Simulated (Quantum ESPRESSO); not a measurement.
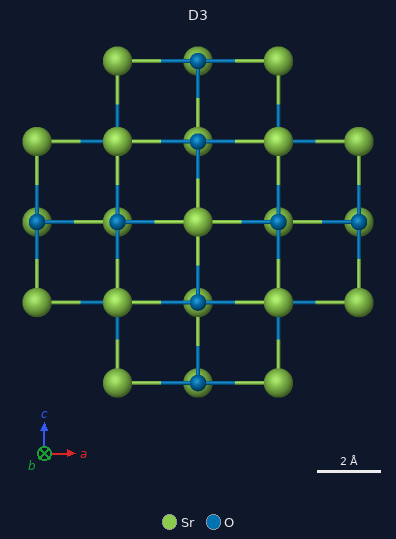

A crystal of SrO (set up in Fm-3m), relaxed (cell and atoms) with several dispersion corrections. The picture shows the result with D3. Style: ball-and-stick. Shown: the conventional cell (4 times the calculation's cell), along the b axis. Lengths and directions refer to the drawn axes.

Computed with Quantum ESPRESSO 7.5: PBE, PseudoDojo 0.4.1 SR PBE standard. (plane-wave cutoff 1143 eV; k-point mesh 9 × 9 × 9; occupations fermi-dirac; smearing width 0.05 eV; no spin polarisation)

```json
{"dispersion correction": "D3", "volume (Å³/atom)": "17.115", "a (Å)": "5.154"}
{"dispersion correction": "none", "volume (Å³/atom)": "17.479", "a (Å)": "5.190"}
{"dispersion correction": "D3(BJ)", "volume (Å³/atom)": "17.076", "a (Å)": "5.150"}
{"dispersion correction": "D3M(BJ)", "volume (Å³/atom)": "?", "a (Å)": "?"}
{"dispersion correction": "D2", "volume (Å³/atom)": "16.689", "a (Å)": "5.111"}
```

Q: Fill in the missing row.

A: With D3M(BJ) the volume is the smallest of the series, below D2 (16.689). The calculation gives 14.828 Å³/atom (a = 4.913 Å). In order of volume: D3M(BJ) < D2 < D3(BJ) < D3 < none; the spread is 17.9 %.

Each member starts from this one structure; whether another phase lies lower wasn't checked.
